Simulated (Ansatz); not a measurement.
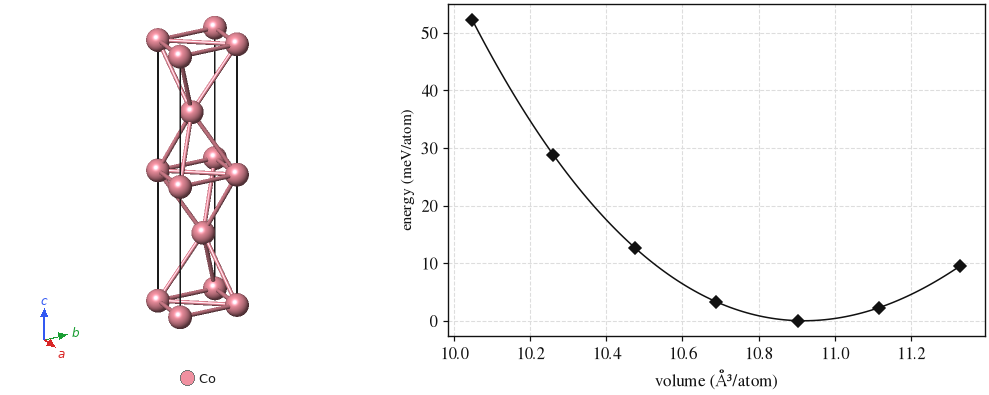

The figure shows the energy against volume for Co, space group P6_3/mmc (No. 194). The conventional cell is drawn beside the plot.

The given structure:
```
CELL_PARAMETERS angstrom
2.47056 0.00000 0.00000
-1.23528 2.13957 0.00000
0.00000 0.00000 8.08823
ATOMIC_POSITIONS crystal
Co 0.66667 0.33333 0.75000
Co 0.00000 0.00000 0.50000
Co 0.33333 0.66667 0.25000
Co 0.00000 0.00000 0.00000
```

Computed with Ansatz 0.2.0: plane-wave DFT, collinear spins; energies at scaled volumes of the given cell, shape and fractions fixed, counted from the fit's minimum, third-order Birch-Murnaghan fit. Level: PBE, collinear spin.

- k mesh: 12×12×4
- occupations: Fermi–Dirac
- smearing width: 0.05 eV
- potentials: Ansatz PAW
- wave cutoff: 420 eV
- density cutoff: 1680 eV

This calculation gives: equilibrium volume 10.92 Å³/atom and bulk modulus 210 GPa.

Now the level changes from PBE to PBE with D3(BJ). What happens?

The equilibrium volume falls from 10.92 to 10.60 Å³/atom (−2.9 %) and the bulk modulus rises from 210 to 223 GPa (+6.2 %).

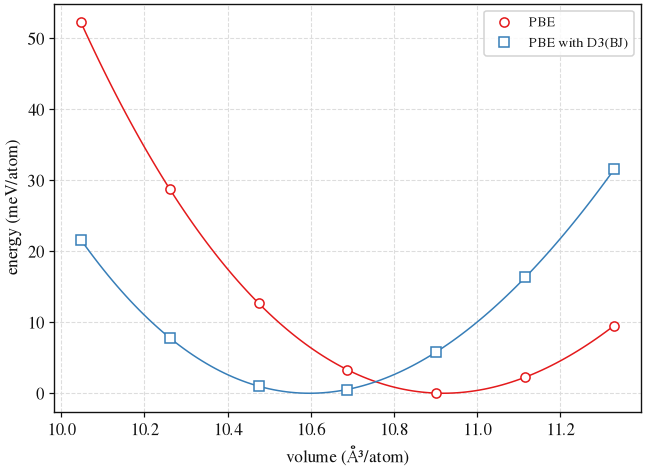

The two results together.

For both, limits of the calculation: shape and atomic fractions are frozen while scaling, which makes layered, chain and framework solids too stiff.

V0 and the bulk modulus come from third-order Birch–Murnaghan fits.
